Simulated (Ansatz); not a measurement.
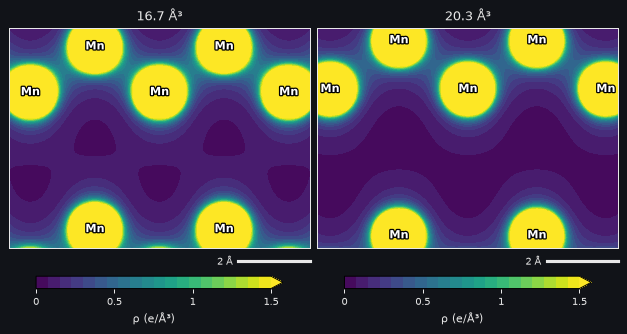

Mn. The valence pseudo-density of cells scaled evenly to different volumes (given per atom above each panel), on the (11̄0) plane of each (indices in the axes of the cell below), at one length scale and on one colour scale.

A generated structure, not necessarily the stable one; spin-polarised.

All numbers below come from DFT, revPBE, plane waves (420 eV) with PAW, scalar-relativistic (Ansatz).

The density is the valence pseudo-density of a PAW calculation; it isn't the true density close to the nuclei.

The largest cell:

```
CELL_PARAMETERS angstrom
0.00000 2.72892 2.72892
2.72892 0.00000 2.72892
2.72892 2.72892 0.00000
ATOMIC_POSITIONS crystal
Mn 0.12500 0.12500 0.12500
Mn 0.87500 0.87500 0.87500
```

| volume (Å³/atom) | Mn–Mn contact in the plane (Å) | ρ at its midpoint (e/Å³) | pressure (GPa) | largest moment (μB) | 
| --- | --- | --- | --- | --- |
| 16.69 | 2.213 | 0.629 | 4.1 | 2.10 | 
| 17.42 | 2.245 | ? | ? | ? | 
| 20.32 | 2.363 | 0.466 | −3.3 | 2.92 | 

### What values belong in the row with question marks?

Over the known rows ln ρ falls by 2.00 per Å of Mn–Mn distance (the line through the two), which gives 0.590 e/Å³ at 2.245 Å; the calculation gives 0.590 e/Å³. For the pressure, a straight line in volume between the neighbouring rows gives 2.6 GPa; the calculation gives 1.8, lower because pressure rises ever faster on compression. For the largest moment, a straight line in volume between the neighbouring rows gives 2.26 μB; the calculation gives 2.30.
